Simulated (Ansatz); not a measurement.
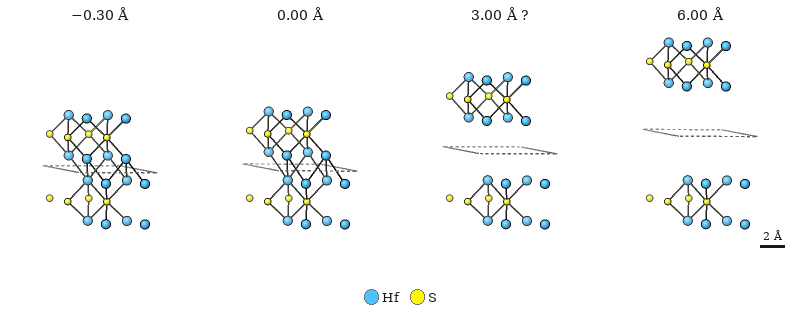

Solid Hf2S (P6_3/mmc): the crystal is pulled apart rigidly along the normal of the (0 0 1) plane of the conventional cell, at a cut between a plane of Hf below and one of Hf above, 2.36 Å apart. One cut stands in each cell, which starts 11.7 Å high; nothing is relaxed, and the dashed outline marks the cut. A ball-and-stick model of the layers on both sides of the cut, seen from the side, nearly along the cut plane.

Level of theory: DFT r2SCAN, scalar-relativistic, plane waves, PAW (Ansatz). (plane-wave cutoff 500 eV; k-point mesh 16 × 16 × 4; occupations gaussian; smearing width 0.15 eV; no spin polarisation). Energies (free energies at the smearing named) are counted from the relaxed crystal.

```json
{"opening (Å)": "−0.30", "ΔE per area (J/m²)": "0.66"}
{"opening (Å)": "−0.15", "ΔE per area (J/m²)": "0.15"}
{"opening (Å)": "0.00", "ΔE per area (J/m²)": "0.00"}
{"opening (Å)": "0.25", "ΔE per area (J/m²)": "0.27"}
{"opening (Å)": "0.50", "ΔE per area (J/m²)": "0.85"}
{"opening (Å)": "0.75", "ΔE per area (J/m²)": "1.52"}
{"opening (Å)": "1.00", "ΔE per area (J/m²)": "2.17"}
{"opening (Å)": "1.50", "ΔE per area (J/m²)": "3.29"}
{"opening (Å)": "2.00", "ΔE per area (J/m²)": "4.09"}
{"opening (Å)": "3.00", "ΔE per area (J/m²)": "?"}
{"opening (Å)": "4.50", "ΔE per area (J/m²)": "5.14"}
{"opening (Å)": "6.00", "ΔE per area (J/m²)": "5.17"}
```

### Fill in the missing row.

A straight line between the two neighbours gives 4.51 J/m². A cubic through the four nearest rows (1.50, 2.00, 4.50, 6.00) gives, with Lagrange weights, (−0.6667)(3.29) + (1.3500)(4.09) + (0.4000)(5.14) + (−0.0833)(5.17) = 4.95 J/m². The calculation gives 4.88 J/m², so the cubic is 0.07 J/m² too high and the straight line 0.37 J/m² too low, as the curve bends downwards here.

The whole profile:

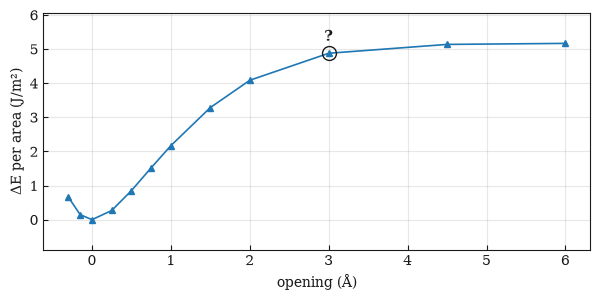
